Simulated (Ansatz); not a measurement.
# La: 6 runs along one coordinate

System: La (Fd-3m, 2 atoms in the cell).
Method: DFT, PBEsol, plane waves (420 eV) with PAW, scalar-relativistic, no spin polarisation (Ansatz 0.2.0).

The 6 runs differ only in the geometry, by an even scaling of the cell at fixed fractional positions.

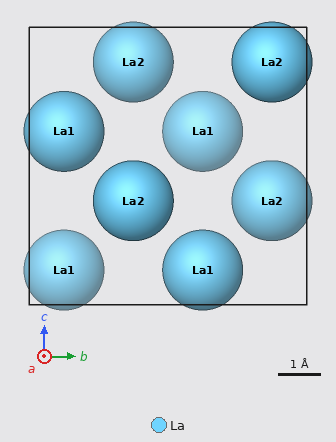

Figure 1. The structure of run 4 (spheres-only view of the cell 4 times as large as that of the calculation, set on its symmetry axes, along the a axis; atoms are numbered from 1 in the order of the input).

## Input of run 4
```yaml
crystal:
  lattice:
    - [0.0, 3.3271273184, 3.3271273184]
    - [3.3271273184, 0.0, 3.3271273184]
    - [3.3271273184, 3.3271273184, 0.0]
  atoms:
    - { symbol: La, position: [0.125, 0.125, 0.125] }
    - { symbol: La, position: [0.875, 0.875, 0.875] }
hamiltonian:
  xc: pbesol
  pseudopotentials:
    kind: paw
    azcp:
      La: "pseudopotentials/La.paw.azcp"
basis:
  ecutwfc: 420
  fft_grid_basis: typed
kpoints:
  mp_grid: { grid: [9, 9, 9], shift: [0, 0, 0] }
magnetization:
  spin_polarized: false
scf:
  occupations: { method: fermi_dirac, width: 0.1 }
  lower_state_search: "off"
output:
  stress: true
```

Run 5 differs from it as follows:
```diff
-    - [0.0, 3.3271273184, 3.3271273184]
-    - [3.3271273184, 0.0, 3.3271273184]
-    - [3.3271273184, 3.3271273184, 0.0]
+    - [0.0, 3.3692473255, 3.3692473255]
+    - [3.3692473255, 0.0, 3.3692473255]
+    - [3.3692473255, 3.3692473255, 0.0]
```

## Results, with one run withheld

| run | volume per atom (Å³) | free energy per atom, from the lowest run given (meV) | pressure (GPa) |
| --- | --- | --- | --- |
| 1 | 32.581 | 45.64 | 5.64 |
| 2 | 33.997 | 10.45 | 2.46 |
| 3 | 35.414 | 0.00 | 0.01 |
| 4 | 36.831 | 8.47 | −1.84 |
| 5 | 38.247 | ? | ? |
| 6 | 39.664 | 64.25 | −4.20 |

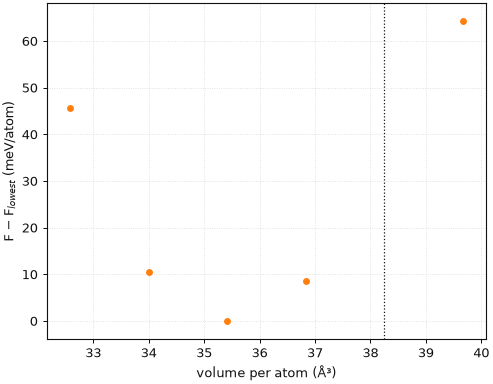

Figure 2. Free energy per atom of the runs given; the dotted line marks run 5.

Estimate the energy of run 5 from the others.

A cubic polynomial in V^(−2/3) (the Birch–Murnaghan form), fitted to the 5 runs given, misses them by at most 0.03 meV per atom. With x = V^(−2/3) − 0.09247 Å⁻², it reads F = 0.12163 − 743.45 x + 1.5151e+06 x² + 1.6443e+07 x³ (meV per atom). At run 5 it gives 31.04 meV per atom, and the run itself gives 31.17. The slope of the fit gives a pressure −dF/dV of −3.21 GPa there, and the run prints −3.22 GPa. The fit has its minimum at 35.423 Å³ per atom, where V d²F/dV² gives 52.8 GPa: the bulk modulus at this level, since symmetry fixes the shape and the positions.

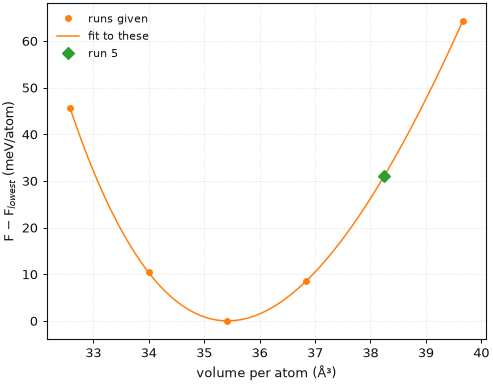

Figure 3. The fit and the withheld run.

## Output, shortened to warnings, some set-up lines, iterations and results (run 5)
```
Warning: [file] the record states the generating functional pbe (its physics header spells it `PBE`), which answers neither for hamiltonian.xc's functional nor for the pbesol family's — results may be inconsistent (PPs are generated against a specific XC)
Basis set: ecut = 420 eV, 1459 PW (Γ)
Symmetry: 48 space group operations
k-points: 35 of 729
Initial density: superposition of atomic densities (neutral atoms: chi_scale 0, normalization atom), corrected by the library's trained network
[...]
SCF iter   1: F=—  HF=-12320.645173 eV  |F-HF|=—  |Δ(HF+E_count)|=         —  Δρ=7.41e-3  dr2=2.53e-2  ethr=1.77e-3  ⟨swp⟩=4.9  Hψ=2652  notcnv=0
SCF iter   2: F=—  HF=-12320.641008 eV  |F-HF|=—  |Δ(HF+E_count)|=   4.16e-3  Δρ=4.09e-3  dr2=8.21e-3  ethr=1.15e-4  ⟨swp⟩=2.1  Hψ=1183  notcnv=0
SCF iter   3: F=—  HF=-12320.639326 eV  |F-HF|=—  |Δ(HF+E_count)|=   1.68e-3  Δρ=5.03e-4  dr2=3.11e-4  ethr=3.73e-5  ⟨swp⟩=2.7  Hψ=983  notcnv=0
SCF iter   4: F=—  HF=-12320.639326 eV  |F-HF|=—  |Δ(HF+E_count)|=   7.83e-7  Δρ=1.30e-4  dr2=2.55e-5  ethr=1.41e-6  ⟨swp⟩=1.9  Hψ=627  notcnv=0
SCF iter   5: F=—  HF=-12320.639324 eV  |F-HF|=—  |Δ(HF+E_count)|=   1.56e-6  Δρ=4.13e-5  dr2=1.59e-6  ethr=1.16e-7  ⟨swp⟩=2.0  Hψ=753  notcnv=0
SCF iter   6: F=—  HF=-12320.639324 eV  |F-HF|=—  |Δ(HF+E_count)|=   3.85e-8  Δρ=1.47e-5  dr2=1.11e-7  ethr=7.22e-9  ⟨swp⟩=2.2  Hψ=977  notcnv=0
SCF iter   7: F=-12320.639324 eV  HF=-12320.639324 eV  |F-HF|=7.59e-10  |Δ(HF+E_count)|=   1.78e-8  Δρ=2.93e-6  dr2=7.05e-9  ethr=4.55e-10  ⟨swp⟩=4.5  Hψ=1928  notcnv=0
SCF 1 converged in 7 iterations: F = -12320.639324 eV  dr2 = 7.05e-9
SCF converged after 7 iterations
Free energy (F): -12320.639324 eV
Harris-Foulkes:  -12320.639324 eV  (|F-HF|=7.59e-10)
Internal energy: -12320.559834 eV  (E = F + TS)
E sigma→0 (E₀):  -12320.599579 eV
Entropy (-TS):   -0.079490 eV (-39.745 meV/atom)
Fermi energy:    10.092422 eV
--- Per-component energies (eV) ---
  E_band       = -114.282396
  E_kinetic    = 395.223620
  E_local      = -885.263182  (includes V_loc(G=0)·N_el)
  E_nonlocal   = 195.219748
  E_hartree    = 303.754905
  E_xc         = -278.360819
  E_vxc        = -297.042708  (∫ρ·V_xc dr)
  E_paw        = -10658.621113  (= ΣΔE_a)
  E_vpaw       = -129.927972  (= ΣTr[D̂ρ^β])
  E_aug_tail   = -0.000000  (compensation charges beyond the density's cutoff)
  E_ewald      = -1392.852012
  E_core_change = 0.339019  (= ΣΔE_core)
  E_smearing   = -0.079490  (= −TS)
  E_closure    = 0.000000  (closes the sum)
  Σ components = -12320.639324   (vs F -12320.639324, Δ=0.00e0)
--- Stress (GPa, compression-positive) ---
       -3.219661      -0.000000       0.000000
       -0.000000      -3.219661       0.000000
       -0.000000       0.000000      -3.219661
  P = ⅓ Tr σ = -3.2197 GPa (-32.197 kbar)
```

Warnings of the run: the PAW datasets were made with another functional.
